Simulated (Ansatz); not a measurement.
System: antifluorite-type Li₂Se, space group Fm-3m, 3 atoms in the primitive cell, relaxed with r2SCAN; cubic a = 5.987 Å. Starting point: PBE, Ansatz PAW set, no spin polarisation, no spin-orbit coupling, 4×4×4 k mesh, 420 eV cutoff, fixed occupations (Ansatz 0.2.0). Many-body step: G0W0 with empty bands 87, screening cutoff 80 eV and frequency treatment contour deformation.

In PBE the smallest gap over these k points is 2.97 eV, with direct gaps of 3.42 eV at Γ, 4.42 eV at X and 5.67 eV at L.

**What does G0W0 give?**

Over the k points that were corrected, the smallest gap goes from 2.97 eV in PBE (Γ to X) to 4.23 eV in G0W0 (Γ to X), a change of +1.26 eV (+43 %). Counted from the valence top, the lowest empty level moves by +1.43 eV at Γ, +1.26 eV at X and +1.54 eV at L; over the 7 points that were corrected the shifts run from +1.26 to +1.54 eV: a spread of 0.28 eV on a mean of 1.43 eV, so one scissor shift describes this level only roughly. The top filled level also moves against the valence top, by −0.16 eV at W. Down to 1.9 eV under the top, the filled levels drop by about 0.11 eV more for each eV of depth, so the valence band is stretched by about 11 %.

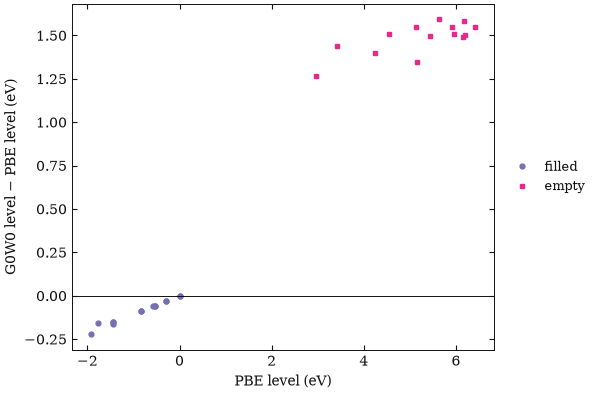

Change of each level from PBE to G0W0 against its PBE energy, both sets counted from their own valence top.

| k point | PBE direct gap (eV) | G0W0 direct gap (eV) |
| --- | --- | --- |
| Γ | 3.42 | 4.85 |
| X | 4.42 | 5.84 |
| L | 5.67 | 7.27 |

The k mesh is coarse (spacing up to 0.45 Å⁻¹), so the values aren't converged. Spin-orbit coupling is left out, which matters for Se. The cell was built by a generator and needn't be a form met in nature. Bands, cutoffs and mesh are finite, so these values aren't at the basis limit.
